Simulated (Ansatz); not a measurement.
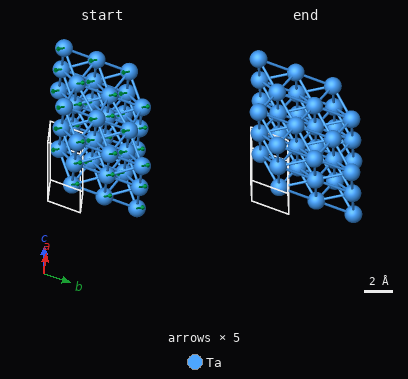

The structure of solid Ta (set up in P-1) before (left) and after (right) a relaxation, at one scale. The green arrows give the displacements (the part carried along by the change of the cell is left out), magnified 5 times.

Style: ball-and-stick. Shown: the cell of the calculation, repeated 3 × 3 × 2 with one cell outlined, from a free direction.

The run lets cell and atoms move, from this start: atom 2 moved 0.45 A.

The calculation used Kohn-Sham DFT of a periodic cell, PBE, Ansatz PAW (Ansatz).

Input file:
```yaml
crystal:
  lattice:
    - [2.90037207, 0.0, 0.0]
    - [-1.45018604, 2.5117959, 0.0]
    - [0.0, 0.0, 5.166274]
  atoms:
    - { symbol: Ta, position: [0.58500635, 0.29443166, 0.73213135] }
    - { symbol: Ta, position: [0.41499365, 0.70556834, 0.26786865] }
hamiltonian:
  xc: pbe
  pseudopotentials: { kind: paw }
kpoints:
  mp_grid: { grid: [11, 11, 5] }
scf:
  occupations: { method: fermi_dirac, width: 0.05 }
output:
  forces: true
  stress: true
  eigenvalues: true
  write_density: true
  write_potential: true
  elf: true
  volumetric_format: npy
relax:
  f_tol: 0.01
  max_steps: 40
  cell: { stress_tol: 0.05, p_target: 2.0 }
```

Run as
```bash
ansatz run input.yaml --threads 2 --pin off --max-ram 5632MiB --backend cpu --events-out ev --progress --plain --runs-dir out
```

Summarise the run.

Answer. Over 7 accepted moves (9 points after the start) the energy falls by 0.587 eV per cell of the calculation. With the target pressure of 2 GPa, the enthalpy E + pV changes by −0.605 eV per cell of the calculation. Largest force component: 1.8 eV/Å at the start, under 0.0001 eV/Å at the end. The pressure goes from 1.68 to 2.00 GPa. At 2 points the geometry stayed and the basis and grid were re-selected for the new cell (energy shift of 1.9 meV per cell of the calculation at most each time). The largest moves relative to the cell, 0.22 Å, are those of Ta atoms. The drawn cell changes as follows: a 2.900 → 2.865 Å (−1.2 %), b 2.900 → 3.308 Å (+14.1 %), c 5.166 → 4.673 Å (−9.6 %), γ 120.0° → 125.3°; the volume changes by −3.9 %. Some distances before and after: Ta–Ta 4.037 → 3.306 Å, Ta–Ta 3.793 → 3.306 Å, Ta–Ta 2.900 → 3.308 Å, Ta–Ta 3.159 → 2.863 Å. The space group (tolerance 0.01 Å) goes from P-1 (No. 2) to Im-3m (No. 229). Cost: 67 s on 2 threads of Intel(R) Xeon(R) Processor @ 2.70GHz (shared host), peak memory 0.5 GiB.
